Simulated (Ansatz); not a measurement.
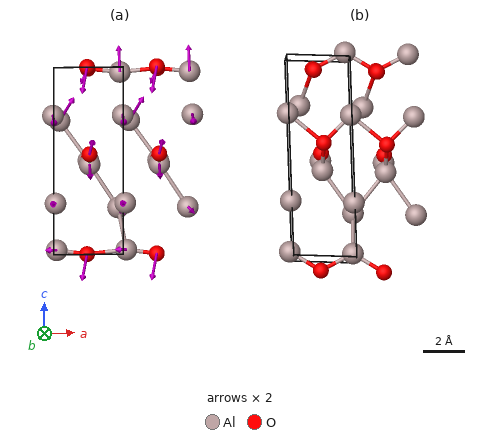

The structure of solid Al$_{2}$O (a generated structure, set up in P1) (coarse preliminary run) before (left) and after (right) a relaxation, at one scale. The purple arrows give the displacements (the part carried along by the change of the cell is left out), magnified 2 times.

A ball-and-stick model of the cell of the calculation, repeated 2 × 1 × 1 with one cell outlined, seen along the b axis.

Method: DFT PBE, scalar-relativistic, plane waves, PAW in Ansatz.

Input
```yaml
crystal:
  lattice:
    - [0.0015483999, -3.4302248658, -0.0174423244]
    - [-6.8962539682, 0.0030967998, 0.1395234805]
    - [0.1880874759, -0.047026963, -9.2183583515]
  atoms:
    - { symbol: Al, position: [1.0831694255, 0.9817285968, 0.7152170293] }
    - { symbol: Al, position: [0.9893194129, 0.4967990523, 0.7431767134] }
    - { symbol: Al, position: [0.0254131056, 1.030127258, 0.274057586] }
    - { symbol: Al, position: [0.923102778, 0.5150795409, 0.2496879444] }
    - { symbol: Al, position: [0.5143142745, 0.5053387675, 0.4805106871] }
    - { symbol: Al, position: [0.4972376543, -0.0351978353, 0.501534294] }
    - { symbol: Al, position: [0.9484165377, 0.7502319611, -0.0265212559] }
    - { symbol: Al, position: [1.0420016731, 0.2507430883, 0.0240599723] }
    - { symbol: O, position: [0.4865598689, 0.7317285575, -0.0078713193] }
    - { symbol: O, position: [0.4781818509, 0.2624395554, 0.0019436108] }
    - { symbol: O, position: [0.4981515572, 0.7416942195, 0.5086083277] }
    - { symbol: O, position: [0.5141318614, 0.269287238, 0.5355964102] }
basis:
  ecutwfc: 420
kpoints:
  mp_grid: { grid: [6, 4, 4] }
hamiltonian:
  xc: pbe
scf:
  occupations: { method: gaussian, width: 0.2 }
  lower_state_search: "off"
output:
  forces: true
  stress: true
  eigenvalues: true
relax:
  adjacent_minimum: "off"
  f_tol: 0.025
  max_steps: 60
  cell: { stress_tol: 0.25 }
```

Run as
```bash
ansatz run input.yaml --threads 1 --pin off --max-ram 2560MiB --backend cpu --events-out ev --progress --plain --runs-dir out
```

Summarise the run.

Answer. The run was cut off at its time limit before the relaxation converged, so the last structure is only a point on the way. The largest moves relative to the cell, 0.81 Å, are those of Al1 and O10. Al1 goes along [2 −1 1]. Largest moves by element: Al 0.81 Å, O 0.80 Å. Cell: a 3.430 → 3.109 Å (−9.4 %), b 6.898 → 6.236 Å (−9.6 %), c 9.220 → 9.908 Å (+7.5 %), α 92.3° → 97.1°, β 89.4° → 93.6°, γ 90.1° → 91.7°. Volume −12.8 %. Some distances before and after: Al1–O10 3.497 → 2.186 Å, Al1–O9 3.441 → 2.357 Å, Al2–O12 2.932 → 1.905 Å, Al2–O12 (another image) 3.010 → 2.301 Å. New bonds form: Al1–O10 (3.50 → 2.19 Å), Al2–O12 (2.93 → 1.91 Å). Among the angles between lasting bonds that change: O11–Al5–O12 153.8° → 102.2°, O10–Al8–O10 165.0° → 119.8°, Al8–O10–Al8 165.0° → 119.8°. The space group stays P1 (No. 1). The energy falls by 7.096 eV per cell of the calculation in 8 geometry steps. The largest force component goes from 9.8 to 0.92 eV/Å. Pressure: 5.49 GPa at the start and −0.98 GPa at the end. The run took 5.9 min on 1 thread of Arm Neoverse V1, on a shared host, peak memory 0.58 GiB.
